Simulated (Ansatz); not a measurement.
## Single-point calculation of TaN

The run: single-point calculation of TaN (Fm-3m, 2 atoms in the cell). Method and program: DFT r2SCAN, scalar-relativistic, plane waves, PAW, no spin polarisation (Ansatz 0.2.0).

The structure derives from an entry of the Crystallography Open Database.

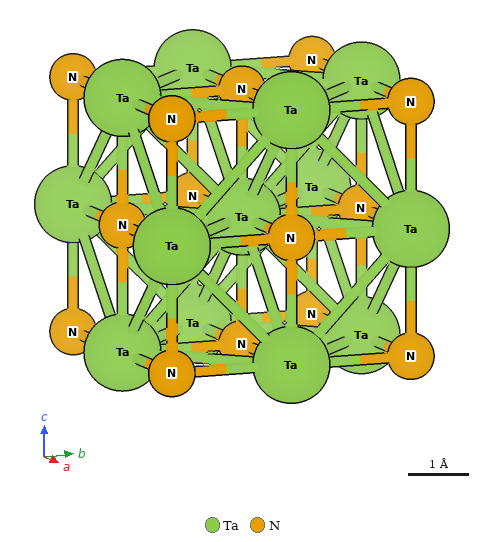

Fig. 1: The structure (ball-and-stick view of the cell 4 times as large as that of the calculation, set on its symmetry axes, seen slightly off an axis). An atom can appear more than once, as a periodic image. Near neighbours in the periodic cell (some may lie outside the picture): Ta has 6 N at 2.18 Å and 12 Ta at 3.08 Å; N has 6 Ta at 2.18 Å.

**Results in brief**

- outcome: converged
- space group (tolerance 0.01 Å): Fm-3m (225)
- electrons treated: 18
- free energy: −10331.0147 eV
- Fermi energy: 22.475 eV
- gap on the k-point mesh: none (metallic)
- pressure: 10.00 GPa
- largest force (length of the vector): under 0.001 eV/Å
- hardware: 2 threads of AMD EPYC (Zen 5), 176 GiB of memory available, shared host
- wall time: 0.6 s (CPU time 1 s)
- peak memory: 0.36 GiB

Spin–orbit coupling is left out, which matters for Ta. The cell is under a pressure of 10.0 GPa at this level, so it is not at its equilibrium volume.

**The input**
```yaml
crystal:
  lattice:
    - [0.0, 2.179, 2.179]
    - [2.179, 0.0, 2.179]
    - [2.179, 2.179, 0.0]
  atoms:
    - { symbol: Ta, position: [0.5, 0.5, 0.5] }
    - { symbol: "N", position: [0.0, 0.0, 0.0] }
basis:
  ecutwfc: 500
kpoints:
  mp_grid: { grid: [8, 8, 8] }
hamiltonian:
  xc: r2scan
scf:
  occupations: { method: gaussian, width: 0.1 }
output:
  forces: true
  stress: true
  eigenvalues: true
```

Run as:
```bash
ansatz run input.yaml --threads 2 --pin off --max-ram 5120MiB --backend cpu --events-out ev --progress --plain --runs-dir out
```

**The program's output**
```
Engine: ansatz 0.2.0, x86_64-unknown-linux-gnu
Pseudopotentials: kind: paw
Pseudopotential: Ta, paw, valence charge 13, recommended cutoff 500 eV (meta_gga), Ta.paw.azcp
Pseudopotential: N, paw, valence charge 5, recommended cutoff 500 eV (meta_gga), N.paw.azcp
Functional definition: r2SCAN
  parameter k0 = 0.174
  parameter k1 = 0.065
  parameter a1 = 4.9479
  exchange = r2scan_x(k0 = k0, k1 = k1, a1 = a1)
  correlation = r2scan_c
Crystal: 2 atoms, lattice volume = 20.692 Å³
Basis set: ecut = 500 eV, 531 PW (Γ), exchange–correlation on 96×96×96 points (64 copies of the dense FFT grid, shifted against one another)
Bands: 13, of which v1, the nominal top of the filled ones, is band 9 counted from 1 (8 counted from 0)
Symmetry: 48 space group operations
Space group: Fm-3m (ITA 225), of the structure as read, at distance tolerance 2.7e-5 Å
k-points: 29 of 512
Non-local potential: Ta, projectors of the file, l = 0: 3, l = 1: 2, l = 2: 2, l = 3: 1
Non-local potential: N, projectors of the file, l = 0: 2, l = 1: 2, l = 2: 1
PAW form: soft (Blöchl's): semilocal exchange-correlation on the pseudo side does not see the compensation charge
PAW frozen core: Ta, regenerated for the run's functional (the file was generated under x = pbe(κ = 0.804, μ = 0.2195149727645171), c = pbe(β = 0.06672455060314922))
PAW frozen core: N, regenerated for the run's functional (the file was generated under x = pbe(κ = 0.804, μ = 0.2195149727645171), c = pbe(β = 0.06672455060314922))
PAW one-centre angular grid: Ta, 590 points (default); XC on 160 Gauss nodes
PAW one-centre angular grid: N, 302 points (default); XC on 160 Gauss nodes
Initial density: superposition of atomic densities (neutral atoms: chi_scale 0, normalization atom), corrected by the library's trained network
Initial wavefunctions: pseudopotential atomic-orbital guess
Functional: x = r2scan, c = r2scan; τ floored in thin density (d = 2e-4 eV/Å³)
SCF iter   1: F=—  HF=-10330.936314 eV  |F-HF|=—  |Δ(HF+E_count)|=         —  Δρ=7.54e-3  dr2=3.89e-3  dr2_τ=1.46e-1  ethr=1.77e-3  ⟨swp⟩=5.9  Hψ=4738  notcnv=0  defer=9
automatic band count: the SCF goes on with 17 bands, as 13 were too few: the levels above may hold too much charge
preconditioner: auto → none  [insulator: Δε(μ)=0.150 eV  Ē_g=16.778 eV  σ=0.100 eV  W_gap=0.71  n_scr=8 (ndim 8)  ℏωp=25.8 eV  f_vac=0.000  D(μ)=0.55/eV (n_scr^D=0)  ε∞_Penn≈3.4]
SCF iter   2: F=—  HF=-10331.013900 eV  |F-HF|=—  |Δ(HF+E_count)|=   7.76e-2  Δρ=5.57e-3  dr2=3.77e-3  dr2_τ=2.42e-4  ethr=2.16e-5  ⟨swp⟩=2.0  Hψ=1152  notcnv=0  defer=66
SCF iter   3: F=—  HF=-10331.014923 eV  |F-HF|=—  |Δ(HF+E_count)|=   1.02e-3  Δρ=3.37e-3  dr2=1.55e-3  dr2_τ=2.55e-4  ethr=2.09e-5  ⟨swp⟩=2.0  Hψ=567  notcnv=0  defer=66
SCF iter   4: F=—  HF=-10331.014844 eV  |F-HF|=—  |Δ(HF+E_count)|=   7.85e-5  Δρ=1.89e-3  dr2=8.09e-4  dr2_τ=4.88e-5  ethr=8.60e-6  ⟨swp⟩=2.0  Hψ=585  notcnv=0  defer=66
SCF iter   5: F=—  HF=-10331.014705 eV  |F-HF|=—  |Δ(HF+E_count)|=   1.40e-4  Δρ=1.73e-4  dr2=6.77e-6  dr2_τ=4.80e-7  ethr=4.50e-6  ⟨swp⟩=2.2  Hψ=537  notcnv=0  defer=66
SCF iter   6: F=—  HF=-10331.014707 eV  |F-HF|=—  |Δ(HF+E_count)|=   2.13e-6  Δρ=4.92e-5  dr2=5.25e-7  dr2_τ=3.08e-8  ethr=3.76e-8  ⟨swp⟩=2.1  Hψ=563  notcnv=0  defer=66
SCF iter   7: F=-10331.014707 eV  HF=-10331.014707 eV  |F-HF|=7.21e-9  |Δ(HF+E_count)|=   4.75e-8  Δρ=8.06e-6  dr2=1.38e-8  dr2_τ=9.02e-10  ethr=5.56e-10  ⟨swp⟩=8.6  Hψ=2244  notcnv=0
SCF 1 converged in 7 iterations: F = -10331.014707 eV  dr2 = 1.38e-8
  greatest PAW one-centre occupation: 0.998 electrons in one spin orbital (limit 2), on the Ta atom at site 0 (counted from 0), in its partial waves of l = 0
SCF converged after 7 iterations
Free energy (F): -10331.014707 eV
Harris-Foulkes:  -10331.014707 eV  (|F-HF|=7.21e-9)
Internal energy: -10331.012199 eV  (E = F + TS)
E sigma→0 (E₀):  -10331.013453 eV
Entropy (-TS):   -0.002507 eV (-1.254 meV/atom)
Fermi energy:    22.475195 eV
--- Per-component energies (eV) ---
  E_band       = -49.356736
  E_kinetic    = 505.318516
  E_local      = -566.027128  (includes V_loc(G=0)·N_el)
  E_nonlocal   = 60.137969
  E_hartree    = 192.978311
  E_xc         = -266.456393
  E_vxc        = -309.627542  (∫ρ·V_xc dr)
  E_paw        = -8552.657160  (= ΣΔE_a)
  E_vpaw       = -141.109078  (= ΣTr[D̂ρ^β])
  E_aug_tail   = 0.000078  (compensation charges beyond the density's cutoff)
  E_vtau       = 15.993155  (kinetic-family band-sum trace: ∫τ·v_τ [+ j·A + Jᵃ·Aᵃ] dr)
  E_ewald      = -1703.520548
  E_core_change = -0.785845  (= ΣΔE_core)
  E_smearing   = -0.002507  (= −TS)
  E_closure    = -0.000000  (closes the sum)
  Σ components = -10331.014707   (vs F -10331.014707, Δ=0.00e0)
--- Forces (eV/Å), atoms counted from 1 ---
  atom   1  Ta     0.00000000    -0.00000000     0.00000000
  atom   2  N     -0.00000000     0.00000000     0.00000000
  max |Σ_I F_I| component: 2.83e-29 eV/Å
--- Stress (GPa, compression-positive) ---
        9.996318      -0.000000      -0.000000
        0.000000       9.996318      -0.000000
        0.000000       0.000000       9.996318
  P = ⅓ Tr σ = 9.9963 GPa (99.963 kbar)
--- Band table (eV; the first three rows and the last of 29) ---
  k-point 0: bands = ["-49.0170", "-14.5978", "-14.5978", "-14.5978", "2.2061", "18.1891", "18.1891", "18.1891", "20.1835", "20.1835", "20.1835", "22.6041", "22.6041", "24.4224", "32.1220", "47.5572", "47.5572"]
  k-point 1: bands = ["-49.0070", "-14.7518", "-14.6109", "-14.6109", "2.5950", "16.6054", "17.1129", "17.1129", "20.7393", "20.7393", "20.7786", "24.0036", "24.0036", "25.4827", "33.2805", "43.9431", "45.2630"]
  k-point 2: bands = ["-48.9827", "-15.1072", "-14.6424", "-14.6424", "3.5939", "14.2044", "15.6068", "15.6068", "21.6300", "22.0040", "22.0040", "26.6681", "26.6681", "27.3705", "35.3340", "40.8174", "40.9982"]
  k-point 28: bands = ["-48.9255", "-15.1698", "-15.1698", "-14.9502", "4.1309", "14.4043", "15.1266", "15.1266", "22.2045", "22.2045", "26.1537", "26.8774", "27.4669", "33.4622", "35.1912", "35.1912", "38.8133"]
```
